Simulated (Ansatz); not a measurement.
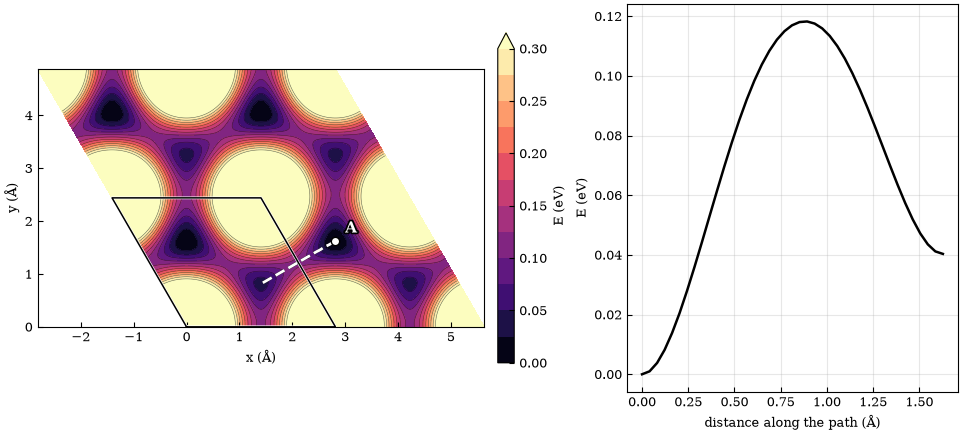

Al on an Al(111) slab cut from the Fm-3m phase, its upper half relaxed before the scan (12 atoms of substrate and one adsorbate in a 2 × 2 cell). 
- Al is moved over the surface cell; relaxed at each place: the height of the adsorbate's atoms; substrate rigid; the origin of the map has the adsorbate above Al9.
- Places are given modulo a cell vector. The map is drawn in real space over the plane of the surface.
- The scan uses a 6 × 6 grid; 10 points were computed and 26 follow by symmetry.
- Places are given in fractions of the 1 × 1 surface cell.
- Energies are in eV, from the lowest grid point.
- All numbers below come from Ansatz, DFT LDA, scalar-relativistic, plane waves, PAW. Settings: cutoff 420 eV, k-mesh 6×6×1, gaussian smearing 0.1 eV, no spin polarisation.

In the figure: filled contours, a line along the lowest path, the outline of one cell of the 2 × 2 shown, one colour for all values above the top of the scale, the energy along the path at the right, the start A. Between grid points the surface is interpolated.

### Describe the path and its barrier.

The easiest path leads from the well at a threefold hollow over a second-layer Al atom, (2/6, 4/6) of the cell vectors to the well at a threefold hollow over a third-layer Al atom, (4/6, 2/6) of the cell vectors, about 0.04 eV higher. Its highest point lies about 0.12 eV above the bottom of the first well on the interpolated surface, at about (0.97, 0.48) of the cell vectors. Seen from the upper well the barrier is about 0.078 eV. This is the barrier on the constrained surface; relaxing the other coordinates would change it.
